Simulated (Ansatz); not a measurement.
# GaSb$_{3}$: geometry relaxation (part 2 of 2)

Continued. System: GaSb$_{3}$ (Cmmm, 4 atoms in the cell). Method: DFT PBE, scalar-relativistic, plane waves, PAW, no spin polarisation (Ansatz 0.2.0); cutoff 420 eV, 10×10×8 k-mesh, Gaussian smearing of 0.1 eV. The structure was made by a generator, so it may or may not be a known phase.

Geometry of the input (Å; fractional positions):
```
3.0534  -3.1234  0.0000
3.0534  3.1234  0.0000
0.0000  0.0000  5.6333
Ga 0.5000  0.5000  0.0000
Sb 0.7417  0.2583  0.5000
Sb 0.2583  0.7417  0.5000
Sb 0.0000  0.0000  0.0000
```

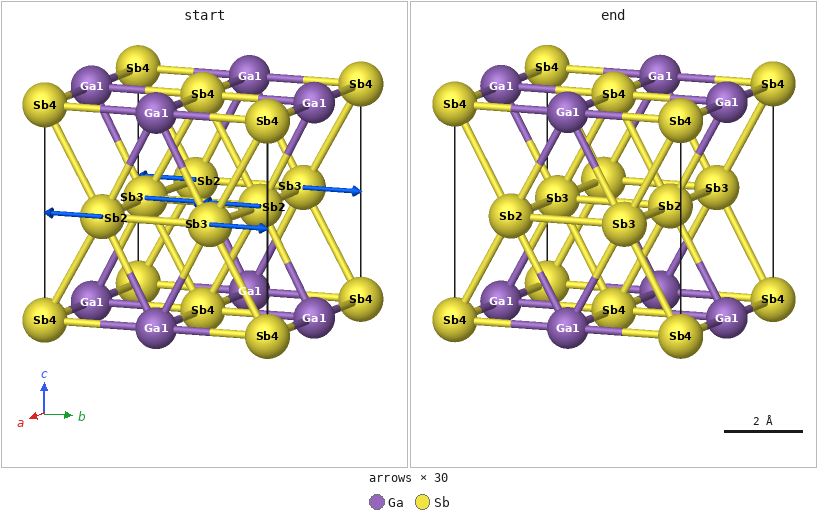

Before (left) and after (right) the relaxation, at one scale (ball-and-stick view of the cell 2 times as large as that of the calculation, set on its symmetry axes, seen slightly off an axis). The blue arrows give the displacements (without the part carried along by the change of the cell), magnified 30 times. The largest moves relative to the cell, 0.055 Å, are those of Sb2 and Sb3. Ga stays in place. The volume changes by +0.6 %, with a 6.107 → 6.043 Å (−1.0 %), b 6.247 → 6.337 Å (+1.4 %), c 5.633 → 5.644 Å (+0.2 %). Among the contacts that change: Sb2–Sb3 3.020 → 3.174 Å, Ga1–Sb4 3.123 → 3.168 Å, Ga1–Sb2 3.196 → 3.238 Å, Sb2–Sb4 3.246 → 3.235 Å. The space group stays Cmmm (No. 65). After 4 geometry steps the energy has fallen by 18.4 meV per cell of the calculation. The largest force component goes from 0.17 to 0.00025 eV/Å. Pressure: 0.21 GPa at the start and 0.00 GPa at the end. A last SCF at the same geometry on a re-selected plane-wave basis shifts the energy by −0.1 meV per cell of the calculation. (Atoms are counted from 1 in the order of the input.)

```
basis re-selected at this cell: Δ(F+E_penalty+E_count) = -1.306e-4 eV, ΔP = -0.001 GPa vs the last step (what re-selecting the basis moved, of the pressure what is left beyond the Pulay correction that the steps carried, after the strain that the cell walked since its last selection, with what the two solves' SCF thresholds leave and, on support functions, any second-order correction that the steps lacked; it is no measure of the basis error at this ecutwfc). This SCF's stress stands 1.04e-2 GPa from its target on what of the cell is left free (relax.cell.stress_tol is 5.00e-2 GPa) and its largest allowed force component is 2.47e-4 eV/Å (relax.f_tol is 1.00e-2 eV/Å): within both
SCF converged after 6 iterations
Free energy (F): -23236.029675 eV
Harris-Foulkes:  -23236.029675 eV  (|F-HF|=0.00e0)
Internal energy: -23236.018814 eV  (E = F + TS)
E sigma→0 (E₀):  -23236.024245 eV
Entropy (-TS):   -0.010860 eV (-2.715 meV/atom)
Fermi energy:    9.983232 eV
--- Per-component energies (eV) ---
  E_band       = -531.489065
  E_kinetic    = 733.370810
  E_local      = -6462.533660  (includes V_loc(G=0)·N_el)
  E_nonlocal   = 1507.681519
  E_hartree    = 2961.227238
  E_xc         = -484.029779
  E_vxc        = -345.889246  (∫ρ·V_xc dr)
  E_paw        = -15710.235887  (= ΣΔE_a)
  E_vpaw       = -1886.572830  (= ΣTr[D̂ρ^β])
  E_aug_tail   = -0.000120  (compensation charges beyond the density's cutoff)
  E_ewald      = -5781.498936
  E_smearing   = -0.010860  (= −TS)
  E_closure    = 0.000000  (closes the sum)
  Σ components = -23236.029675   (vs F -23236.029675, Δ=0.00e0)
--- Forces (eV/Å), atoms counted from 1 ---
  atom   1  Ga     0.00000000     0.00000000     0.00000000
  atom   2  Sb     0.00000000     0.00024657     0.00000000
  atom   3  Sb     0.00000000    -0.00024657    -0.00000000
  atom   4  Sb     0.00000000    -0.00000000     0.00000000
  max |Σ_I F_I| component: 5.42e-20 eV/Å
--- Stress (GPa, compression-positive) ---
       -0.004701       0.000000      -0.000000
        0.000000      -0.008172       0.000000
       -0.000000       0.000000       0.010423
  P = ⅓ Tr σ = -0.0008 GPa (-0.008 kbar)
--- Band table (eV; the first three rows and the last of 155) ---
  k-point 0: bands = ["-19.2773", "-19.1939", "-19.1776", "-19.1529", "-19.1492", "-19.1392", "-19.0923", "-19.0893", "-19.0882", "-19.0862", "-19.0582", "-19.0390", "-19.0107", "-19.0095", "-19.0036", "-4.8120", "-4.7993", "-4.7738", "-4.7703", "-4.7637", "-2.2994", "1.2791", "3.5482", "4.7803", "5.5116", "6.8651", "8.2594", "8.9971", "9.5005", "10.6838", "11.5074", "12.7468", "13.8250", "14.2445", "14.5659"]
  k-point 1: bands = ["-19.2770", "-19.1940", "-19.1773", "-19.1564", "-19.1494", "-19.1383", "-19.0926", "-19.0917", "-19.0893", "-19.0831", "-19.0557", "-19.0394", "-19.0106", "-19.0086", "-19.0036", "-4.8114", "-4.7995", "-4.7737", "-4.7703", "-4.7637", "-2.2390", "0.9976", "3.5834", "5.0507", "5.7523", "6.8752", "8.2813", "8.5967", "8.9389", "11.3710", "11.9774", "12.8216", "13.5546", "14.1831", "14.2805"]
  k-point 2: bands = ["-19.2764", "-19.1943", "-19.1767", "-19.1639", "-19.1497", "-19.1353", "-19.1020", "-19.0903", "-19.0892", "-19.0766", "-19.0516", "-19.0405", "-19.0102", "-19.0062", "-19.0037", "-4.8100", "-4.8000", "-4.7734", "-4.7702", "-4.7638", "-2.0664", "0.4127", "3.6743", "5.4413", "6.6387", "6.8999", "7.8472", "8.2045", "8.3363", "12.4163", "12.5117", "13.0623", "13.0680", "13.6415", "13.7897"]
  k-point 154: bands = ["-19.2322", "-19.1948", "-19.1807", "-19.1538", "-19.1489", "-19.1245", "-19.1147", "-19.1125", "-19.0861", "-19.0684", "-19.0476", "-19.0428", "-19.0406", "-19.0061", "-19.0047", "-4.8104", "-4.8063", "-4.7878", "-4.7671", "-4.7558", "0.7959", "1.0851", "1.1319", "4.4712", "4.4831", "5.0539", "5.2683", "6.3992", "11.4701", "11.7622", "11.9632", "13.6111", "15.5041", "16.1161", "16.2509"]
--- Relaxed structure (5 steps of the walk, 5 accepted, 1 SCFs on fresh bases) ---
  F+E_penalty+E_count = -23236.02967458 eV   max|allowed force component| = 2.466e-4 eV/Å   (the final SCF, on the basis selected at the relaxed cell)
  cell:  # Å, volume = 108.0822 Å³
    - [3.021741803472351, -3.1684533054979522, 1.4252031244594971e-18]
    - [3.021741803472351, 3.1684533054979522, 1.4252031244593716e-18]
    - [2.6293756811088218e-18, -1.1319180859187569e-31, 5.64442084339527]
  atoms:
    - { symbol: Ga, position: [0.49999999999999994, 0.49999999999999994, 4.81482486096809e-35] }
    - { symbol: Sb, position: [0.7504440066740874, 0.2495559933259125, 0.5] }
    - { symbol: Sb, position: [0.2495559933259125, 0.7504440066740874, 0.5] }
    - { symbol: Sb, position: [1.3884765523194414e-19, -1.3884765523194428e-19, -2.136762030318748e-36] }
```

### Trajectory as extended XYZ (Å, eV, eV/Å), 6 frames, from step=1 to step=6
```
4
Lattice="3.0534 -3.1234 0.0000 3.0534 3.1234 0.0000 0.0000 0.0000 5.6333" Properties=species:S:1:pos:R:3:forces:R:3 step=1 energy=-23236.01110 pressure_GPa=0.21
Ga    3.0534    0.0000    0.0000    0.0000   0.0000   0.0000
Sb    3.0534   -1.5100    2.8167    0.0000  -0.1721   0.0000
Sb    3.0534    1.5100    2.8167    0.0000   0.1721   0.0000
Sb    0.0000    0.0000    0.0000    0.0000   0.0000   0.0000
4
Lattice="3.0217 -3.1605 0.0000 3.0217 3.1605 0.0000 0.0000 0.0000 5.6437" Properties=species:S:1:pos:R:3:forces:R:3 step=2 energy=-23236.02771 pressure_GPa=0.04
Ga    3.0217    0.0000    0.0000    0.0000   0.0000   0.0000
Sb    3.0217   -1.5563    2.8218    0.0000  -0.0700   0.0000
Sb    3.0217    1.5563    2.8218    0.0000   0.0700   0.0000
Sb    0.0000    0.0000    0.0000    0.0000   0.0000   0.0000
4
Lattice="3.0196 -3.1663 0.0000 3.0196 3.1663 0.0000 0.0000 0.0000 5.6390" Properties=species:S:1:pos:R:3:forces:R:3 step=3 energy=-23236.02945 pressure_GPa=0.09
Ga    3.0196    0.0000    0.0000    0.0000   0.0000   0.0000
Sb    3.0196   -1.5795    2.8195    0.0000  -0.0121   0.0000
Sb    3.0196    1.5795    2.8195    0.0000   0.0121   0.0000
Sb    0.0000    0.0000    0.0000    0.0000   0.0000   0.0000
4
Lattice="3.0231 -3.1698 0.0000 3.0231 3.1698 0.0000 0.0000 0.0000 5.6460" Properties=species:S:1:pos:R:3:forces:R:3 step=4 energy=-23236.02948 pressure_GPa=-0.06
Ga    3.0231    0.0000    0.0000    0.0000   0.0000   0.0000
Sb    3.0231   -1.5868    2.8230    0.0000  -0.0039   0.0000
Sb    3.0231    1.5868    2.8230    0.0000   0.0039   0.0000
Sb    0.0000    0.0000    0.0000    0.0000   0.0000   0.0000
4
Lattice="3.0217 -3.1685 0.0000 3.0217 3.1685 0.0000 0.0000 0.0000 5.6444" Properties=species:S:1:pos:R:3:forces:R:3 step=5 energy=-23236.02954 pressure_GPa=0.00
Ga    3.0217    0.0000    0.0000    0.0000   0.0000   0.0000
Sb    3.0217   -1.5870    2.8222    0.0000   0.0002   0.0000
Sb    3.0217    1.5870    2.8222    0.0000  -0.0002   0.0000
Sb    0.0000    0.0000    0.0000    0.0000   0.0000   0.0000
4
Lattice="3.0217 -3.1685 0.0000 3.0217 3.1685 0.0000 0.0000 0.0000 5.6444" Properties=species:S:1:pos:R:3:forces:R:3 step=6 energy=-23236.02968 pressure_GPa=-0.00
Ga    3.0217    0.0000    0.0000    0.0000   0.0000   0.0000
Sb    3.0217   -1.5870    2.8222    0.0000   0.0002   0.0000
Sb    3.0217    1.5870    2.8222    0.0000  -0.0002   0.0000
Sb    0.0000    0.0000    0.0000    0.0000   0.0000   0.0000
```

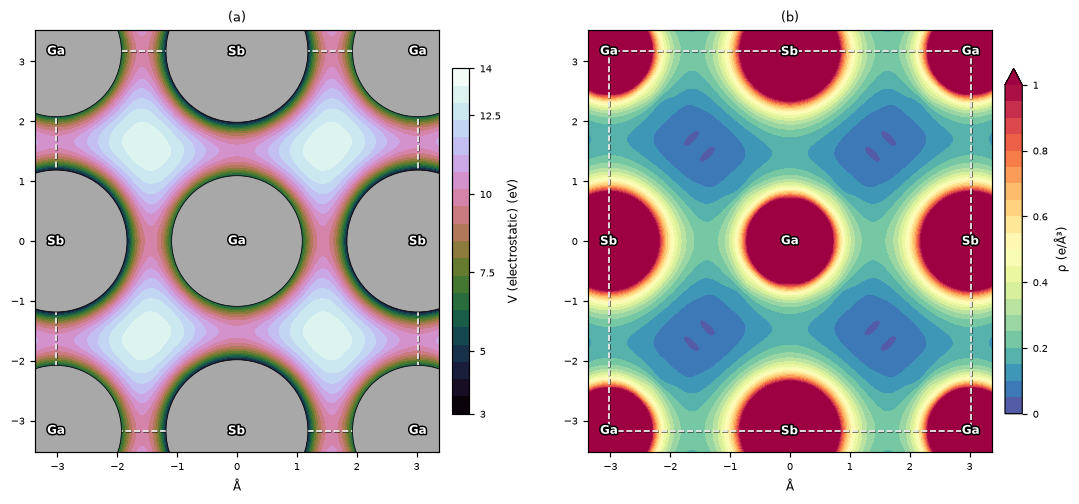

(a) electrostatic potential (local pseudopotential plus Hartree) felt by an electron; (b) valence charge density (pseudo) on the (001) plane of the conventional cell. Grey discs, where drawn, cover atomic cores. The section cuts through Ga and Sb sites. Ga–Sb (3.02 Å): ρ at the midpoint is about 0.23 e/Å³. Ga–Sb (3.17 Å): ρ is about 0.17 e/Å³ halfway. Away from the nuclei the density in this plane falls to 0.04 e/Å³ at its lowest. Outside the cores the potential energy rises away from the atoms and is highest about 2.2 Å from the nearest atoms; outside the discs it spans about 9 eV, and its zero is arbitrary. In a PAW calculation such maps are meaningful between the atoms, not at the nuclei.

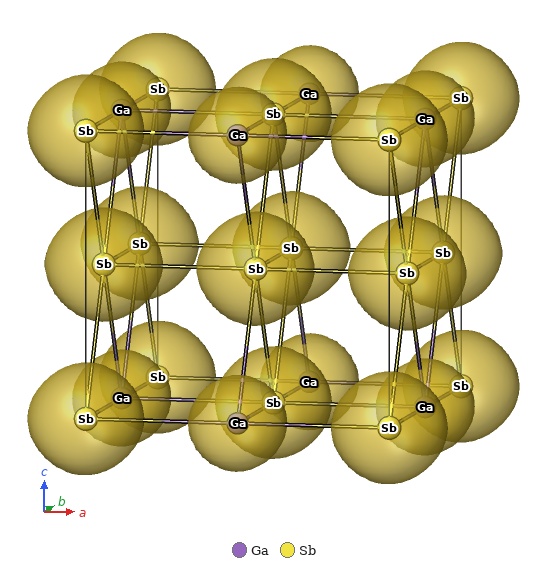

Isosurface of the valence electron density at 0.4 e/Å³ (yellow), seen slightly off an axis. Sticks mark near contacts. The outline is the cell set on symmetry axes. At this value the density breaks into separate islands; it holds about 75 % of the electrons treated as valence (semicore included). It is pinched off along the Ga–Sb (3.02 Å), Sb–Sb (3.02 Å), Sb–Sb (3.16 Å) and Ga–Sb (3.17 Å) contacts. On the grid the lowest density along these lines, outside the cores, is 0.22 e/Å³ (Ga–Sb, 3.02 Å), 0.28 e/Å³ (Sb–Sb, 3.02 Å), 0.22 e/Å³ (Sb–Sb, 3.16 Å) and 0.16 e/Å³ (Ga–Sb, 3.17 Å).

### Results in brief

| quantity | value |
| --- | --- |
| outcome | converged |
| space group (tolerance 0.01 Å) | Cmmm (65) |
| electrons treated | 58 |
| free energy | −23236.0297 eV |
| Fermi energy | 9.983 eV |
| gap on the k-point mesh | none (metallic) |
| pressure | 0.00 GPa |
| final volume | 108.08 Å³ |
| largest force (length of the vector) at the end | under 0.001 eV/Å |
| final cell | a = 4.378 Å, b = 4.378 Å, c = 5.644 Å, α = 90.00°, β = 90.00°, γ = 92.72° |
| hardware | 1 thread of Intel Xeon @ 2.70GHz, 189 GiB of memory available, shared host |
| wall time | 4.3 min |
| peak memory | 0.71 GiB |
